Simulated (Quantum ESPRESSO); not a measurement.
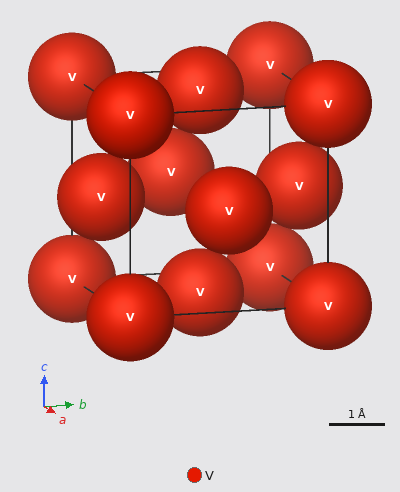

The structure as given in the input (spheres-only view of the cell 4 times as large as that of the calculation, set on its symmetry axes, seen slightly off an axis).

## V: band-structure run (part 1 of 2)

The run: band-structure run of V (1 atom in the cell). Method and program: Kohn-Sham DFT of a periodic cell, PBEsol, DFT+U, Ansatz NC SR PBE, spin-polarised (Quantum ESPRESSO 7.5).

The structure derives from an entry of the Crystallography Open Database.

The program's output:
```
This program is part of the open-source Quantum ESPRESSO suite
     for quantum simulation of materials; please cite
         "P. Giannozzi et al., J. Phys.:Condens. Matter 21 395502 (2009);
         "P. Giannozzi et al., J. Phys.:Condens. Matter 29 465901 (2017);
         "P. Giannozzi et al., J. Chem. Phys. 152 154105 (2020);
          URL
     in publications or presentations arising from this work. More details at

     IMPORTANT: XC functional enforced from input :
     Exchange-correlation= PBESOL
                           (   1   4  10   8   0   0   0)
     Any further DFT definition will be discarded
     Please, verify this is what you really want

     Subspace diagonalization in iterative solution of the eigenvalue problem:
     a serial algorithm will be used

     G-vector sticks info
     --------------------
     sticks:   dense  smooth     PW     G-vecs:    dense   smooth      PW
     Sum         361     361    121                 4477     4381     893

     Using Slab Decomposition

     bravais-lattice index     =            0
     lattice parameter (alat)  =       5.0643  a.u.
     unit-cell volume          =      91.8447 (a.u.)^3
     number of atoms/cell      =            1
     number of atomic types    =            1
     number of electrons       =        13.00
     number of Kohn-Sham states=           15
     kinetic-energy cutoff     =      50.0000  Ry
     charge density cutoff     =     202.0000  Ry
     scf convergence threshold =      2.0E-10
     mixing beta               =       0.3000
     number of iterations used =            8  plain     mixing
     Exchange-correlation= PBESOL
                           (   1   4  10   8   0   0   0)
     Hubbard projectors: ortho-atomic
     Hubbard parameters of DFT+U (Dudarev formulation) in eV:
     U(V-3d) =  6.0000

     Internal variables: lda_plus_u =T, lda_plus_u_kind = 0

     Internal variables: orbital_resolved =F, hub_pot_fix =F, apply_U = F

     celldm(1)=   5.064343  celldm(2)=   0.000000  celldm(3)=   0.000000
     celldm(4)=   0.000000  celldm(5)=   0.000000  celldm(6)=   0.000000

     crystal axes: (cart. coord. in units of alat)
               a(1) = (   0.000000   0.707107   0.707107 )
               a(2) = (   0.707107   0.000000   0.707107 )
               a(3) = (   0.707107   0.707107   0.000000 )

     reciprocal axes: (cart. coord. in units 2 pi/alat)
               b(1) = ( -0.707107  0.707107  0.707107 )
               b(2) = (  0.707107 -0.707107  0.707107 )
               b(3) = (  0.707107  0.707107 -0.707107 )

     PseudoPot. # 1 for V  read from file:
     V.upf
     Pseudo is Norm-conserving + core correction, Zval = 13.0
     Ansatz make-channels, of a published file: Generated using ONCVPSP code by D. R.
     Using radial grid of 1536 points,  6 beta functions with:
                l(1) =   0
                l(2) =   0
                l(3) =   1
                l(4) =   1
                l(5) =   2
                l(6) =   2

     atomic species   valence    mass     pseudopotential
     V                13.00    50.94150     V ( 1.00)

     Starting magnetic structure
     atomic species   magnetization
     V               0.154

     No symmetry found

   Cartesian axes

     site n.     atom                  positions (alat units)
         1        V      tau(   1) = (   0.0000000   0.0000000   0.0000000  )

     number of k points=   172  Fermi-Dirac smearing, width (Ry)=  0.0073

     Number of k-points >= 100: set verbosity='high' to print them.

     Dense  grid:     4477 G-vectors     FFT dimensions: (  24,  24,  24)

     Smooth grid:     4381 G-vectors     FFT dimensions: (  24,  24,  24)

     Check: negative core charge=   -0.000047
     Generating pointlists ...
     new r_m :   0.4125 (alat units)  2.0890 (a.u.) for type    1

     Initial potential from superposition of free atoms

     starting charge      12.9990, renormalised to      13.0000

     STARTING HUBBARD OCCUPATIONS:

     =================== HUBBARD OCCUPATIONS ===================
     ------------------------ ATOM    1 ------------------------
     Tr[ns(  1)] (up, down, total) =   3.00000  0.00000  3.00000
     Atomic magnetic moment for atom   1 =   3.00000
     SPIN  1
     eigenvalues:
       0.600  0.600  0.600  0.600  0.600
     eigenvectors (columns):
       1.000  0.000  0.000  0.000  0.000
       0.000  1.000  0.000  0.000  0.000
       0.000  0.000  1.000  0.000  0.000
       0.000  0.000  0.000  1.000  0.000
       0.000  0.000  0.000  0.000  1.000
     occupation matrix ns (before diag.):
       0.600  0.000  0.000  0.000  0.000
       0.000  0.600  0.000  0.000  0.000
       0.000  0.000  0.600  0.000  0.000
       0.000  0.000  0.000  0.600  0.000
       0.000  0.000  0.000  0.000  0.600
     SPIN  2
     eigenvalues:
       0.000  0.000  0.000  0.000  0.000
     eigenvectors (columns):
       1.000  0.000  0.000  0.000  0.000
       0.000  1.000  0.000  0.000  0.000
       0.000  0.000  1.000  0.000  0.000
       0.000  0.000  0.000  1.000  0.000
       0.000  0.000  0.000  0.000  1.000
     occupation matrix ns (before diag.):
       0.000  0.000  0.000  0.000  0.000
       0.000  0.000  0.000  0.000  0.000
       0.000  0.000  0.000  0.000  0.000
       0.000  0.000  0.000  0.000  0.000
       0.000  0.000  0.000  0.000  0.000

     Number of occupied Hubbard levels =    3.0000

     Atomic wfc used for Hubbard projectors are orthogonalized

     Starting wfcs are   10 randomized atomic wfcs +    5 random wfcs

     Self-consistent Calculation

     iteration #  1     ecut=    50.00 Ry     beta= 0.30
     Davidson diagonalization with overlap
     ethr =  1.00E-02,  avg # of iterations =  3.8

     =================== HUBBARD OCCUPATIONS ===================
     ------------------------ ATOM    1 ------------------------
     Tr[ns(  1)] (up, down, total) =   3.28113  0.47476  3.75590
     Atomic magnetic moment for atom   1 =   2.80637
     SPIN  1
     eigenvalues:
       0.653  0.653  0.654  0.660  0.660
     eigenvectors (columns):
      -0.050  0.037  0.000  0.231  0.971
      -0.746 -0.329  0.577  0.037 -0.035
       0.088  0.809  0.578 -0.049 -0.015
      -0.037 -0.050 -0.000 -0.971  0.231
      -0.657  0.482 -0.577 -0.011 -0.050
     occupation matrix ns (before diag.):
       0.660 -0.000 -0.000  0.000 -0.000
      -0.000  0.654  0.000 -0.000 -0.000
      -0.000  0.000  0.654  0.000 -0.000
       0.000 -0.000  0.000  0.660 -0.000
      -0.000 -0.000 -0.000 -0.000  0.654
     SPIN  2
     eigenvalues:
       0.067  0.067  0.071  0.135  0.135
     eigenvectors (columns):
       0.033  0.004 -0.000  0.921 -0.387
       0.484 -0.657  0.577 -0.022 -0.016
       0.326  0.748  0.577 -0.003  0.027
       0.004 -0.033 -0.000  0.387  0.921
       0.811  0.091 -0.577 -0.025  0.011
     occupation matrix ns (before diag.):
       0.135 -0.001 -0.001 -0.000 -0.002
      -0.001  0.068  0.001 -0.002 -0.001
      -0.001  0.001  0.068  0.002 -0.001
      -0.000 -0.002  0.002  0.135 -0.000
      -0.002 -0.001 -0.001 -0.000  0.068

     Number of occupied Hubbard levels =    3.7559

     WARNING!!! Modifying starting ns matrices according to input values

     =================== HUBBARD OCCUPATIONS ===================
     ------------------------ ATOM    1 ------------------------
     Tr[ns(  1)] (up, down, total) =   3.00000  0.00000  3.00000
     Atomic magnetic moment for atom   1 =   3.00000
     SPIN  1
     eigenvalues:
      -0.000 -0.000  1.000  1.000  1.000
     eigenvectors (columns):
      -0.005  0.998  0.059  0.009  0.018
       0.044 -0.025  0.683 -0.390 -0.616
      -0.044 -0.026  0.298 -0.622  0.722
      -0.998 -0.005  0.017  0.010 -0.059
       0.001 -0.051  0.664  0.679  0.309
     occupation matrix ns (before diag.):
       0.004  0.025  0.025  0.000  0.051
       0.025  0.997  0.001  0.044 -0.001
       0.025  0.001  0.997 -0.044 -0.001
       0.000  0.044 -0.044  0.004  0.000
       0.051 -0.001 -0.001  0.000  0.997
     SPIN  2
     eigenvalues:
       0.000  0.000  0.000  0.000  0.000
     eigenvectors (columns):
       1.000  0.000  0.000  0.000  0.000
       0.000  1.000  0.000  0.000  0.000
       0.000  0.000  1.000  0.000  0.000
       0.000  0.000  0.000  1.000  0.000
       0.000  0.000  0.000  0.000  1.000
     occupation matrix ns (before diag.):
       0.000  0.000  0.000  0.000  0.000
       0.000  0.000  0.000  0.000  0.000
       0.000  0.000  0.000  0.000  0.000
       0.000  0.000  0.000  0.000  0.000
       0.000  0.000  0.000  0.000  0.000

     Number of occupied Hubbard levels =    3.0000

     Threshold (ethr) on eigenvalues was too large:
     Diagonalizing with lowered threshold

     Davidson diagonalization with overlap
     ethr =  4.14E-04,  avg # of iterations =  1.3

     total energy              =    -152.56368192 Ry
     estimated scf accuracy    <       0.33697676 Ry

     total magnetization       =     2.83 Bohr mag/cell
     absolute magnetization    =     2.83 Bohr mag/cell

     iteration #  2     ecut=    50.00 Ry     beta= 0.30
     Davidson diagonalization with overlap
     ethr =  2.59E-03,  avg # of iterations =  1.0

     total energy              =    -152.73126350 Ry
     estimated scf accuracy    <       0.04514614 Ry

     total magnetization       =     2.99 Bohr mag/cell
     absolute magnetization    =     2.99 Bohr mag/cell

     iteration #  3     ecut=    50.00 Ry     beta= 0.30
     Davidson diagonalization with overlap
     ethr =  3.47E-04,  avg # of iterations =  1.1

     total energy              =    -152.75123151 Ry
     estimated scf accuracy    <       0.02370818 Ry

     total magnetization       =     3.00 Bohr mag/cell
     absolute magnetization    =     3.00 Bohr mag/cell

     iteration #  4     ecut=    50.00 Ry     beta= 0.30
     Davidson diagonalization with overlap
     ethr =  1.82E-04,  avg # of iterations =  1.1

     total energy              =    -152.75519412 Ry
     estimated scf accuracy    <       0.00101920 Ry

     total magnetization       =     3.00 Bohr mag/cell
     absolute magnetization    =     3.00 Bohr mag/cell

     iteration #  5     ecut=    50.00 Ry     beta= 0.30
     Davidson diagonalization with overlap
     ethr =  7.84E-06,  avg # of iterations =  2.0

     total energy              =    -152.75570536 Ry
     estimated scf accuracy    <       0.00026069 Ry

     total magnetization       =     3.00 Bohr mag/cell
     absolute magnetization    =     3.00 Bohr mag/cell

     iteration #  6     ecut=    50.00 Ry     beta= 0.30
     Davidson diagonalization with overlap
     ethr =  2.01E-06,  avg # of iterations =  2.0

     total energy              =    -152.75588661 Ry
     estimated scf accuracy    <       0.00002886 Ry

     total magnetization       =     3.00 Bohr mag/cell
     absolute magnetization    =     3.00 Bohr mag/cell

     iteration #  7     ecut=    50.00 Ry     beta= 0.30
     Davidson diagonalization with overlap
     ethr =  2.22E-07,  avg # of iterations =  1.4

     total energy              =    -152.75591585 Ry
     estimated scf accuracy    <       0.00001760 Ry

     total magnetization       =     3.00 Bohr mag/cell
     absolute magnetization    =     3.00 Bohr mag/cell

     iteration #  8     ecut=    50.00 Ry     beta= 0.30
     Davidson diagonalization with overlap
     ethr =  1.35E-07,  avg # of iterations =  1.3

     total energy              =    -152.75590202 Ry
     estimated scf accuracy    <       0.00001222 Ry

     total magnetization       =     3.00 Bohr mag/cell
     absolute magnetization    =     3.00 Bohr mag/cell

     iteration #  9     ecut=    50.00 Ry     beta= 0.30
     Davidson diagonalization with overlap
     ethr =  9.40E-08,  avg # of iterations =  1.6

     total energy              =    -152.75596178 Ry
     estimated scf accuracy    <       0.00000207 Ry

     total magnetization       =     3.00 Bohr mag/cell
     absolute magnetization    =     3.00 Bohr mag/cell

     iteration # 10     ecut=    50.00 Ry     beta= 0.30
     Davidson diagonalization with overlap
     ethr =  1.60E-08,  avg # of iterations =  1.1

     total energy              =    -152.75596335 Ry
     estimated scf accuracy    <       0.00000048 Ry

     total magnetization       =     3.00 Bohr mag/cell
     absolute magnetization    =     3.00 Bohr mag/cell

     iteration # 11     ecut=    50.00 Ry     beta= 0.30
     Davidson diagonalization with overlap
     ethr =  3.73E-09,  avg # of iterations =  1.5

     total energy              =    -152.75596460 Ry
     estimated scf accuracy    <       0.00000013 Ry

     total magnetization       =     3.00 Bohr mag/cell
     absolute magnetization    =     3.00 Bohr mag/cell

     iteration # 12     ecut=    50.00 Ry     beta= 0.30
     Davidson diagonalization with overlap
     ethr =  9.99E-10,  avg # of iterations =  2.0

     total energy              =    -152.75596472 Ry
     estimated scf accuracy    <          9.0E-09 Ry

     total magnetization       =     3.00 Bohr mag/cell
     absolute magnetization    =     3.00 Bohr mag/cell

     iteration # 13     ecut=    50.00 Ry     beta= 0.30
     Davidson diagonalization with overlap
     ethr =  6.89E-11,  avg # of iterations =  1.8

     total energy              =    -152.75596472 Ry
     estimated scf accuracy    <          6.7E-10 Ry

     total magnetization       =     3.00 Bohr mag/cell
     absolute magnetization    =     3.00 Bohr mag/cell

     iteration # 14     ecut=    50.00 Ry     beta= 0.30
     Davidson diagonalization with overlap
     ethr =  5.17E-12,  avg # of iterations =  1.6

     Magnetic moment per site  (integrated on atomic sphere of radius R)
     atom   1 (R=0.413)  charge= 11.5486  magn=  2.5888

     End of self-consistent calculation
```
